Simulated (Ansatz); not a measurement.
**TaN: single-point calculation (part 3 of 3)**

TaN (Fm-3m, 4 atoms in the cell); DFT PBEsol+U+J, spin-orbit coupling, plane waves, PAW, U = 4 eV, J = 0.9 eV on Ta atom 1 d; U = 4 eV, J = 0.9 eV on Ta atom 3 d (Ansatz 0.2.0); cutoff 420 eV, 7×7×7 k-mesh, Gaussian smearing of 0.05 eV. The structure derives from an entry of the Crystallography Open Database. It belongs to a series of runs on one base structure; here: natural orbitals of the symmetric run, filled by rank.

Geometry of the input (Å; fractional positions):
```
0.0000  2.1790  2.1790
2.1790  0.0000  2.1790
4.3580  4.3580  0.0000
Ta 0.5000  0.5000  0.2500
N  0.0000  0.0000  0.0000
Ta 0.5000  0.5000  0.7500
N  -0.0000  0.0000  0.5000
```

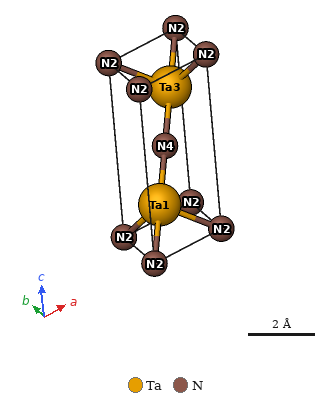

The structure (ball-and-stick view of the reduced cell, seen slightly off an axis; atoms are numbered from 1 in the order of the input).

### Output, continued
```
  k-point 1: bands = ["-47.1547", "-47.1547", "-47.0901", "-47.0901", "-20.1131", "-20.1131", "-19.9103", "-19.9103", "-11.8426", "-11.8426", "-11.1472", "-11.1472", "-11.0909", "-11.0909", "-11.0514", "-11.0514", "3.4077", "3.4077", "6.3084", "6.3084", "11.9927", "11.9927", "14.7369", "14.7369", "14.8879", "14.8879", "17.7538", "17.7538", "18.0228", "18.0228", "18.0511", "18.0511", "20.1518", "20.1518", "20.1582", "20.1582", "20.8040", "20.8040", "23.3458", "23.3458", "23.3461", "23.3461", "23.5071", "23.5071"]
  k-point 2: bands = ["-47.1453", "-47.1453", "-47.1004", "-47.1004", "-20.0814", "-20.0814", "-19.9411", "-19.9411", "-11.7366", "-11.7366", "-11.2173", "-11.2173", "-11.1326", "-11.1326", "-11.0663", "-11.0663", "3.7873", "3.7873", "5.7451", "5.7451", "12.7846", "12.7846", "15.0688", "15.0688", "15.2083", "15.2083", "16.5127", "16.5127", "17.1881", "17.1881", "17.2291", "17.2291", "20.5732", "20.5732", "20.6994", "20.6994", "21.2301", "21.2301", "22.5299", "22.5299", "23.1562", "23.1562", "23.5417", "23.5417"]
  k-point 171: bands = ["-47.0837", "-47.0837", "-47.0653", "-47.0653", "-20.1791", "-20.1791", "-20.1330", "-20.1330", "-11.8609", "-11.8609", "-11.8203", "-11.8203", "-11.4652", "-11.4652", "-11.2250", "-11.2250", "5.0267", "5.0267", "6.3289", "6.3289", "12.1413", "12.1413", "14.7927", "14.7927", "14.9900", "14.9900", "15.2444", "15.2444", "15.8014", "15.8014", "17.0137", "17.0137", "18.6144", "18.6144", "23.2322", "23.2322", "23.7824", "23.7824", "24.7109", "24.7109", "25.2891", "25.2891", "25.7243", "25.7243"]
Occupation matrices written to [file]
--- Löwdin populations: 4 sites ---
  site symbol       q [e]
     0     Ta     12.1872
     1      N      5.7287
     2     Ta     12.1872
     3      N      5.7287
  spilling = 0.004669 (of n_electrons = 36.000000)
--- Occupation matrices: 2 shells (run DFT+U table (all-electron-ortho-atomic); ε = 7.92e-4) ---
  Ta0 d_5D: site group Oh (m-3m); on the run's cell D3d (-3m)
  Ta0 d_5D spinor Tr n = 3.7839  λ = 0.296 0.296 0.297 0.297 0.369 0.369 0.464 0.464 0.466 0.466  [4× z2 0.49 (Eg 0.98) G3/2g(1.00)/E1/2g(0.50) | 2× xz 0.33 (T2g 1.00) E5/2g(1.00)/E1/2g(1.00) | 2× xy 0.33 (T2g 0.98) G3/2g(1.00)/E1/2g(1.00) | 2× xz 0.33 (T2g 0.98) G3/2g(1.00)/E3/2g(1.00)]
  specified occupation → Ta0 d_5D spinor: matrix, ‖Δ‖_F = 1.2348, Tr Δ = -1.6839, displaced = 1.8914, d_λ = 1.2052; orbital distance = 1.4804
  Ta2 d_5D: site group Oh (m-3m); on the run's cell D3d (-3m)
  Ta2 d_5D spinor Tr n = 3.7839  λ = 0.296 0.296 0.297 0.297 0.369 0.369 0.464 0.464 0.466 0.466  [4× z2 0.49 (Eg 0.98) G3/2g(1.00)/E1/2g(0.50) | 2× xz 0.33 (T2g 1.00) E5/2g(1.00)/E1/2g(1.00) | 2× xy 0.33 (T2g 0.98) G3/2g(1.00)/E1/2g(1.00) | 2× xz 0.33 (T2g 0.98) G3/2g(1.00)/E3/2g(1.00)]
  specified occupation → Ta2 d_5D spinor: matrix, ‖Δ‖_F = 1.2348, Tr Δ = -1.6839, displaced = 1.8914, d_λ = 1.2052; orbital distance = 1.4804
  Tr n, λ and their labels are of the run-group-symmetrised matrices; stabiliser: 48 of 48 elements of G0×{1,Θ} (closed), max defect 2.3e-5 at τ = 1.7e-4
```

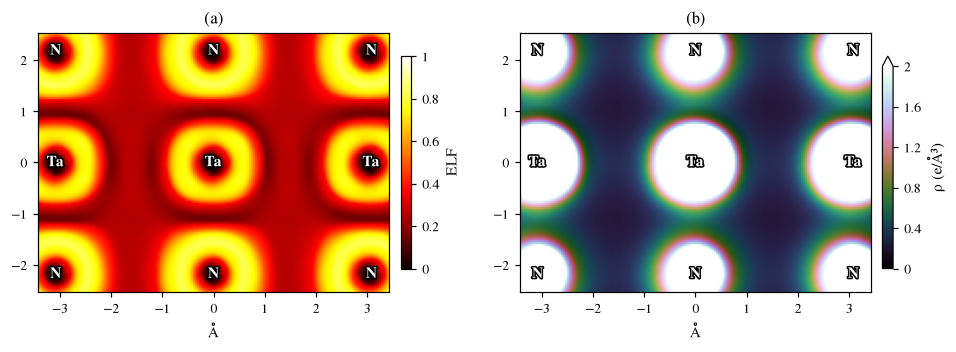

(a) electron localisation function; (b) valence pseudo-density on the (11̄0) plane of the calculation cell. Atoms in the plane: Ta and N. Ta–N (2.18 Å): the density is about 0.56 e/Å³ at the midpoint; the ELF is about 0.15 at the midpoint (no shared pair; the contact is polar). Ta–Ta (3.08 Å): ρ is about 0.24 e/Å³ halfway; the ELF is about 0.20 at the midpoint (no shared electron pair). Away from the nuclei the density in this plane falls to 0.17 e/Å³ at its lowest. The strong features right at Ta lie inside the PAW spheres (semicore, d or f shells) and say nothing about bonding. The fields are those of the smooth PAW valence density.

### Summary

- outcome: converged
- space group (tolerance 0.01 Å): Fm-3m (225)
- electrons treated: 36
- free energy: −20411.1562 eV
- Fermi energy: 22.316 eV
- gap on the k-point mesh: none (metallic)
- net moment of the cell: 0.00 μB
- integrated absolute moment: 0.00 μB
- pressure: 7.61 GPa
- largest force (length of the vector): under 0.001 eV/Å
- wall time: 2.8 min (CPU time 11 min)
- peak memory: 1.3 GiB

The program warns: some starting moments were not kept; the typed occupations were not kept; the SCF threshold is looser than advised for the printed stress; the occupation matrices lower the symmetry. The cell is under a pressure of 7.6 GPa at this level, so it is not at its equilibrium volume.
